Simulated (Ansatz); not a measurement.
**Sn16O31: density, localisation and related maps**

```
Sn O
1.0
     9.68404   -0.01282    0.00000
    -0.01282    9.68404    0.00000
     0.00000    0.00000    6.47664
Sn O
16 31
Direct
  0.99554 0.99553 0.00000
  0.24851 0.24850 0.24647
  0.00075 0.00074 0.50000
  0.24851 0.24850 0.75353
  0.99825 0.50241 0.00000
  0.25125 0.74952 0.24988
  0.99957 0.50019 0.50000
  0.25125 0.74952 0.75012
  0.50243 0.99823 0.00000
  0.74953 0.25123 0.24988
  0.50020 0.99956 0.50000
  0.74953 0.25123 0.75012
  0.50109 0.50107 0.00000
  0.74889 0.74888 0.25145
  0.49779 0.49778 0.50000
  0.74889 0.74888 0.74855
  0.09397 0.40341 0.24783
  0.34886 0.34885 0.00000
  0.40342 0.09396 0.24783
  0.15208 0.15207 0.50000
  0.09397 0.40341 0.75217
  0.34386 0.34385 0.50000
  0.40342 0.09396 0.75217
  0.15224 0.65505 0.00000
  0.10036 0.90705 0.24760
  0.34842 0.84534 0.00000
  0.40305 0.59641 0.25113
  0.15199 0.65493 0.50000
  0.10036 0.90705 0.75240
  0.34643 0.84692 0.50000
  0.40305 0.59641 0.74887
  0.65506 0.15223 0.00000
  0.59642 0.40304 0.25113
  0.84535 0.34841 0.00000
  0.90706 0.10035 0.24760
  0.65494 0.15198 0.50000
  0.59642 0.40304 0.74887
  0.84694 0.34641 0.50000
  0.90706 0.10035 0.75240
  0.65329 0.65327 0.00000
  0.59812 0.90251 0.25075
  0.84554 0.84552 0.00000
  0.90253 0.59811 0.25075
  0.65242 0.65241 0.50000
  0.59812 0.90251 0.74925
  0.84777 0.84776 0.50000
  0.90253 0.59811 0.74925
```

Space group Amm2.

Computed with Ansatz 0.2.0, DFT PBE, scalar-relativistic, plane waves, PAW.

The density is the valence pseudo-density of a PAW calculation; it isn't the true density close to the nuclei.

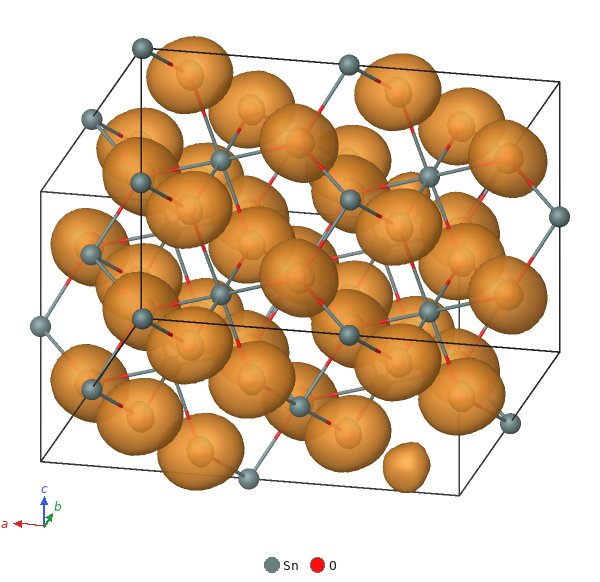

Figure 1. Isosurface of the ELF at 0.65 (orange), seen at an oblique angle. Core shells and regions of very low density are left out. Sticks mark near contacts.

**Identify the bonds, lone pairs and shells in this picture.**

At this value the surface marks out 31 regions wrapped around O (the valence shell of each) and one pocket between the atoms, centred on no nucleus (multi-centre or interstitial), counted in one cell of 47 atoms. Regions shared between cells count once.


Sn–O (2.05 Å): the ELF peaks at about 0.80 in the valence shell of O, 0.6 Å from its nucleus, and is about 0.25 at the midpoint: no shared electron pair shows on this line. Sn–O (2.09 Å): the ELF peaks at about 0.80 in the valence shell of O, 0.6 Å from its nucleus, and is about 0.25 at the midpoint; no localised pair shows between them.

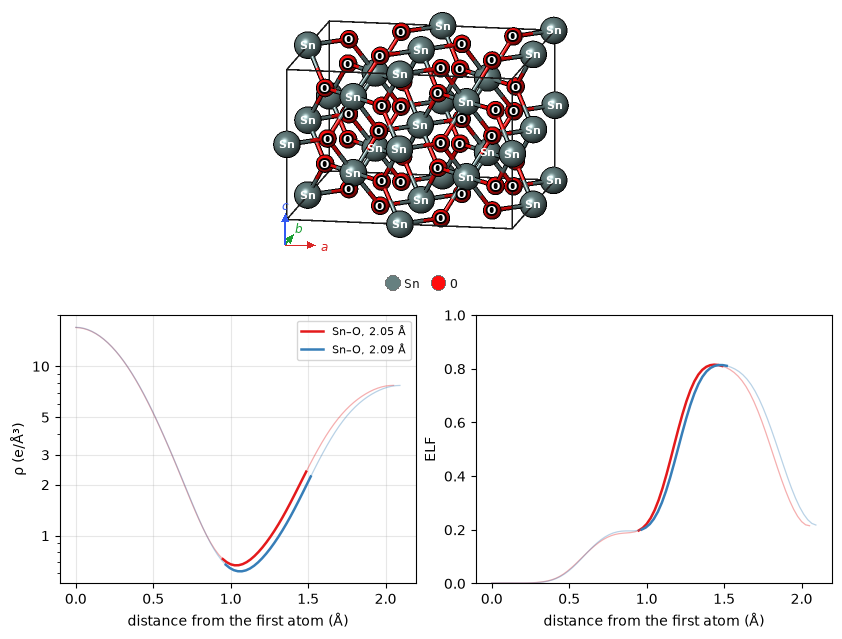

Figure 2. Valence charge density (pseudo) and ELF along straight lines between neighbouring atoms. Thin, pale parts lie inside the atomic spheres. The structure is drawn too.

**What can be read from the curves?**

Sn–O (2.05 Å): the density is about 0.67 e/Å³ at the midpoint; the ELF peaks at about 0.80 in the valence shell of O, 0.6 Å from its nucleus, and is about 0.25 at the midpoint; no localised pair shows between them.
Sn–O (2.09 Å): ρ is about 0.62 e/Å³ halfway; the ELF peaks at about 0.80 in the valence shell of O, 0.6 Å from its nucleus, and is about 0.25 at the midpoint: no localised pair shows between them.

**Does the calculation give a band gap?**

It is gapped, with a Kohn–Sham gap of 0.47 eV on the k-point mesh (the band edges may lie off the mesh, which would make the gap smaller).
